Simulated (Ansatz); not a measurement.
A series of calculations on MoS$_{2}$

## 1. Relaxation

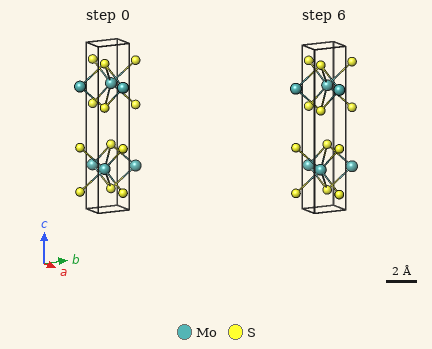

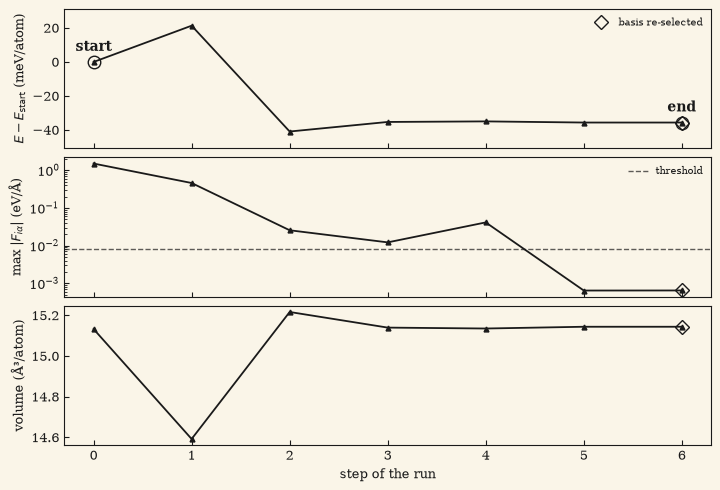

First and last geometry of a relaxation of solid MoS2 (set up in P6_3/mmc), with the history of the run. A ball-and-stick model of the cell of the calculation, seen slightly off an axis.

Case: relaxed at 12 GPa.

The calculation used Ansatz 0.2.0, DFT PBEsol, scalar-relativistic, plane waves, PAW.

The input:
```yaml
crystal:
  lattice:
    - [3.0277796941, 0.0, 0.0]
    - [-1.513889847, 2.6221341321, 0.0]
    - [0.0, 0.0, 11.4365103995]
  atoms:
    - { symbol: Mo, position: [0.6666666667, 0.3333333333, 0.25] }
    - { symbol: Mo, position: [0.3333333333, 0.6666666667, 0.75] }
    - { symbol: S, position: [0.6666666667, 0.3333333333, 0.6169308811] }
    - { symbol: S, position: [0.3333333333, 0.6666666667, 0.3830691189] }
    - { symbol: S, position: [0.6666666667, 0.3333333333, 0.8830691189] }
    - { symbol: S, position: [0.3333333333, 0.6666666667, 0.1169308811] }
basis:
  ecutwfc: 420
kpoints:
  mp_grid: { grid: [12, 12, 4] }
hamiltonian:
  xc: pbesol
scf:
  occupations: { method: gaussian, width: 0.02 }
output:
  forces: true
  stress: true
  eigenvalues: true
  write_density: true
  write_potential: true
  elf: true
  volumetric_format: npy
relax:
  adjacent_minimum: "off"
  f_tol: 0.008
  max_steps: 50
  cell: { stress_tol: 0.08, p_target: 12.0 }
```

Command:
```bash
ansatz run input.yaml --threads 1 --pin off --max-ram 2560MiB --backend cpu --events-out ev --progress --plain --runs-dir out
```

Read the history and describe the run.

It converged. The largest moves relative to the cell, 0.073 Å, are those of S3, S4, S5 and S6. S4 goes along +c. Mo stays in place. The drawn cell changes as follows: a = b 3.028 → 3.055 Å (+0.9 %), c 11.437 → 11.240 Å (−1.7 %); the volume changes by +0.1 %. Some distances before and after: Mo1–S4 2.318 → 2.361 Å, Mo1–Mo1 3.028 → 3.055 Å. The space group stays P6_3/mmc (No. 194). Over 5 accepted moves (6 points after the start) the energy falls by 35.6 meV per atom. With the target pressure of 12 GPa, the enthalpy E + pV changes by −34.8 meV per atom. Largest force component: 1.5 eV/Å at the start, 0.00064 eV/Å at the end. Pressure: 21.25 GPa at the start and 12.00 GPa at the end. At 1 point the geometry stayed and the basis and grid were re-selected for the new cell (energy shift of less than 0.05 meV per atom at most each time).

## 2. Relaxation

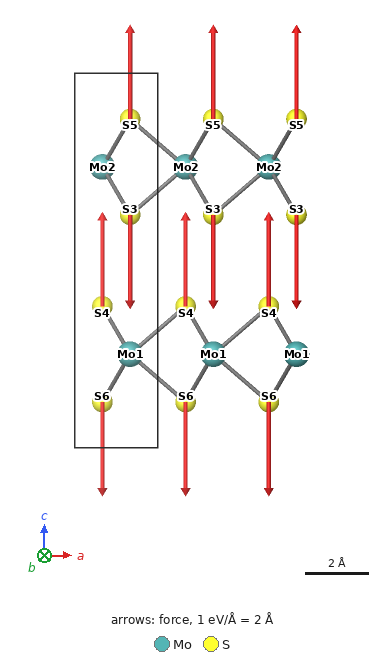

Starting geometry of solid MoS2 (set up in P6_3/mmc) with the computed forces as red arrows. A ball-and-stick model of the cell of the calculation, repeated 3 × 1 × 1 with one cell outlined, seen along the b axis.

Case: relaxed at 4 GPa.

Level of theory: DFT PBEsol, scalar-relativistic, plane waves, PAW in Ansatz.

The input:
```yaml
crystal:
  lattice:
    - [3.0504139285, 0.0, 0.0]
    - [-1.5252069642, 2.6417359541, 0.0]
    - [0.0, 0.0, 11.8952870279]
  atoms:
    - { symbol: Mo, position: [0.6666666667, 0.3333333333, 0.25] }
    - { symbol: Mo, position: [0.3333333333, 0.6666666667, 0.75] }
    - { symbol: S, position: [0.6666666667, 0.3333333333, 0.6222704732] }
    - { symbol: S, position: [0.3333333333, 0.6666666667, 0.3777295268] }
    - { symbol: S, position: [0.6666666667, 0.3333333333, 0.8777295268] }
    - { symbol: S, position: [0.3333333333, 0.6666666667, 0.1222704732] }
basis:
  ecutwfc: 420
kpoints:
  mp_grid: { grid: [12, 12, 2] }
hamiltonian:
  xc: pbesol
scf:
  occupations: { method: gaussian, width: 0.02 }
output:
  forces: true
  stress: true
  eigenvalues: true
relax:
  adjacent_minimum: "off"
  f_tol: 0.008
  max_steps: 50
  cell: { stress_tol: 0.08, p_target: 4.0 }
```

Launched with:
```bash
ansatz run input.yaml --threads 1 --pin off --max-ram 2560MiB --backend cpu --events-out ev --progress --plain --runs-dir out
```

Is this structure relaxed? If not, where do the atoms go?

It isn't relaxed: the largest force vector, on S atoms, is 1.50 eV/Å. The atoms end up moving mostly along the starting forces (cosine between the two patterns 1.00). The largest moves relative to the cell, 0.063 Å, are those of S3, S4, S5 and S6. S3 goes along −c. Mo stays in place. Cell: a = b 3.050 → 3.110 Å (+1.9 %), c 11.895 → 11.746 Å (−1.3 %). Volume +2.6 %. Near-neighbour distances that change, for instance: Mo1–Mo1 3.050 → 3.110 Å, Mo1–S4 2.326 → 2.380 Å. The space group stays P6_3/mmc (No. 194). Over 3 accepted moves (4 points after the start) the energy falls by 0.328 eV per cell of the calculation. With the target pressure of 4 GPa, the enthalpy E + pV changes by −0.266 eV per cell of the calculation. Largest force component: 1.5 eV/Å at the start, 0.0022 eV/Å at the end. The pressure goes from 16.45 to 3.95 GPa. At 1 point the geometry stayed and the basis and grid were re-selected for the new cell (energy shift of 0.3 meV per cell of the calculation at most each time). Cost: 36 s on 1 thread of Arm Neoverse V1 (shared host), peak memory 0.41 GiB.

## 3. A change

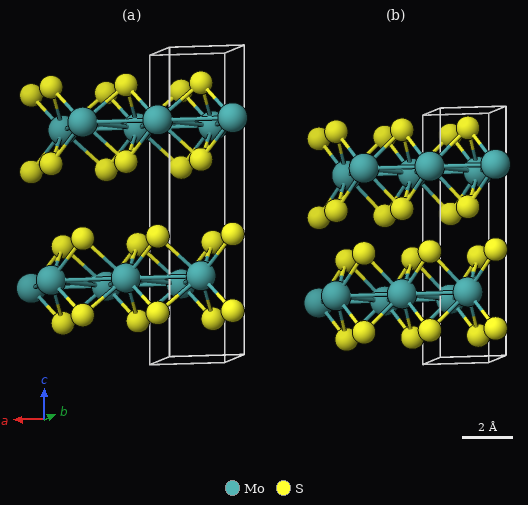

Left: solid MoS2 (set up in P6_3/mmc). Right: the same structure after one change, at the same scale. The picture is a ball-and-stick view of the cell of the calculation, repeated 3 × 2 × 1 with one cell outlined, seen from a free direction.

All numbers below come from DFT PBEsol, scalar-relativistic, plane waves, PAW (Ansatz 0.2.0). Set-up: plane-wave cutoff 420 eV; occupations gaussian; no spin polarisation. The k-mesh is chosen for each cell (12×12×2, 12×12×4). Smearing widths differ between the runs.

The crystal is put under a hydrostatic pressure of 90 GPa. Cell and atoms are relaxed at that pressure.

What does the change do?

The volume changes by −37.9 %, with a = b 3.141 → 2.758 Å (−12.2 %), c 12.585 → 10.139 Å (−19.4 %). The largest moves relative to the cell, 0.35 Å, are those of S atoms. Mo stays in place. Near-neighbour distances before and after: Mo–Mo 3.141 → 2.758 Å, Mo–S 2.392 → 2.261 Å. The space group stays P6_3/mmc (No. 194). Energy change: +1124 meV per atom. (The two runs use different k-meshes.) The pressure goes from 0.0 to 90.0 GPa.
